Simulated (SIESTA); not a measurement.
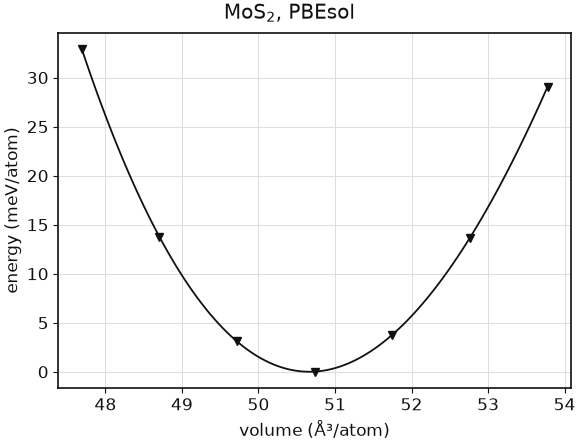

**Figure.** Energy against volume for MoS₂, space group P-6m2 (No. 187).

A third-order Birch–Murnaghan fit gives V0 = 50.66 Å³/atom, B0 = 54.2 GPa and B′ = 4.4. The energy is 32.94 meV/atom at volume 47.69 Å³/atom and 29.09 meV/atom at 53.78 Å³/atom; the lowest computed point is at volume 50.73 Å³/atom (0.01 meV/atom), in a single well.

Computed with SIESTA 5.4.2: DFT in numerical atomic orbitals with pseudopotentials, no spin polarisation; energies at scaled volumes of the given cell, shape and fractions fixed, counted from the fit's minimum, third-order Birch-Murnaghan fit. Level: PBEsol.

k mesh 10×10×2; occupations Fermi–Dirac; smearing width 0.05 eV; potentials PseudoDojo 0.4 standard, converted to PSML, two zetas on semicore shells; program settings basis DZP, mesh cutoff 800 Ry.

Cell as given: a = 3.184 Å, b = 3.184 Å, c = 17.335 Å, α = 90.00°, β = 90.00°, γ = 120.00°; 3 atoms.

Note: mulliken charges of long orbitals; shape and atomic fractions are frozen while scaling, which makes layered, chain and framework solids too stiff.
